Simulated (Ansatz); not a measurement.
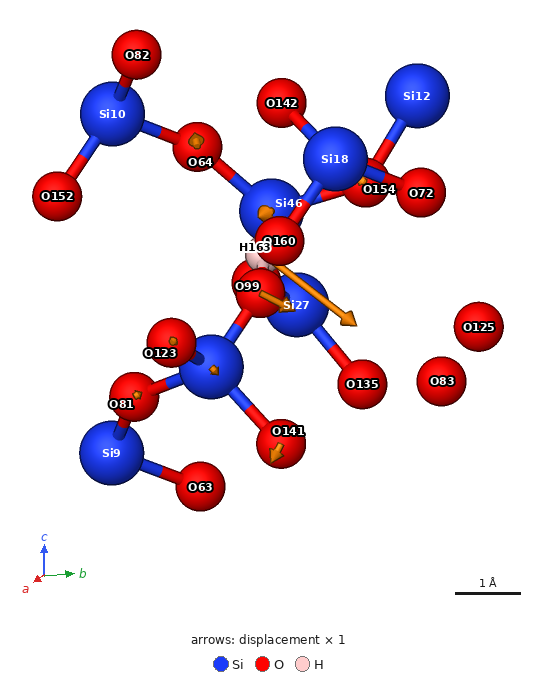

A relaxation of a defect cell of composition Si$_{54}$O$_{108}$H. The starting structure is drawn; orange arrows show the displacements, at their true length.

Style: ball-and-stick. Shown: the atoms within 4.2 Å of the atom that moves most (axes of the cell of the calculation (origin shifted)), slightly off an axis.

Computed with Ansatz 0.2.0, DFT, PBEsol, PAW, plane waves. Settings: plane-wave cutoff 420 eV; k-point mesh 1 × 1 × 1; mesh shifted by (0.25, 0.25, 0.25); collinear spin; atoms relaxed in a fixed cell; force threshold 0.03 eV/Å; at most 80 steps.

### Describe the change and its energy.

After 29 geometry steps the energy has fallen by 8.810 eV per cell of the calculation. Largest force component: 8.8 eV/Å at the start, 0.0096 eV/Å at the end. The atom that moves furthest is the H atom (2.05 Å roughly along [3 3 −2]). By element the largest moves are H 2.05 Å, O 0.66 Å, Si 0.43 Å. The cell doesn't change. Some distances before and after: H–Si 1.177 → 2.749 Å, O–Si 1.451 → 1.674 Å, O–Si 1.527 → 1.655 Å, O–Si 1.563 → 1.680 Å. Bonds break, among them: H–Si (1.18 → 2.75 Å). Among the angles between lasting bonds that change: Si–O–Si 155.8° → 123.1°, Si–O–H 136.5° → 119.4°, Si–O–Si 133.5° → 147.9°.
